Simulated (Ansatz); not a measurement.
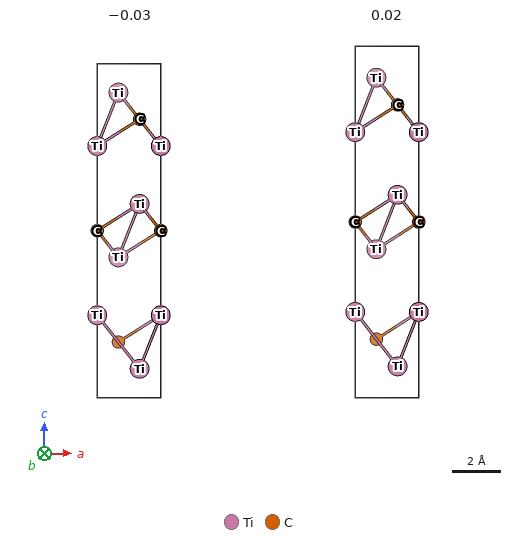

A crystal of Ti$_{2}$C (set up in R-3m), under strain along c alone (the other axes held, atoms relaxed), with energies (extrapolated to zero smearing) counted from the relaxed crystal, which is the row at zero. The picture shows the first and the last member. The picture is a ball-and-stick view of the cell of the calculation, seen along the b axis.

Computed with Ansatz 0.2.0: DFT r2SCAN, scalar-relativistic, plane waves, PAW. Set-up: plane-wave cutoff 500 eV; k-point mesh 12 × 12 × 4; occupations gaussian; smearing width 0.1 eV; no spin polarisation; atoms relaxed in a fixed cell; force threshold 0.008 eV/Å.

```
strain  energy (meV/atom)  a (Å)   c (Å)
 −0.03               9.07  3.078  14.029
 −0.02               3.91  3.078  14.173
 −0.01                  ?      ?       ?
   0.0               0.00  3.078  14.463
  0.01               1.00  3.078  14.607
  0.02               3.81  3.078  14.752
```

### Estimate the missing row from the others, and compare with the calculation.

A parabola through three neighbouring rows (−0.03, −0.02, 0.0) gives, with Lagrange weights, (−0.3333)(9.07) + (1.0000)(3.91) + (0.3333)(0.00) = 0.89 meV/atom. The calculation gives 0.92 meV/atom (a = 3.078 Å, c = 14.318 Å). The estimate is 0.03 meV/atom too low. From the first member to the last: Ti–Ti 3.010 → 3.176 Å, Ti–Ti 2.864 → 2.895 Å, C–Ti 2.102 → 2.113 Å.

The whole series:

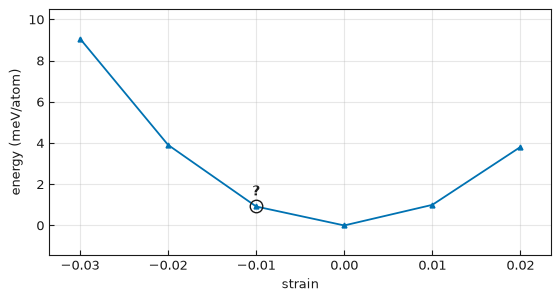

Limits of the set-up: layers or molecules are held without a dispersion correction, so their spacing is unreliable.
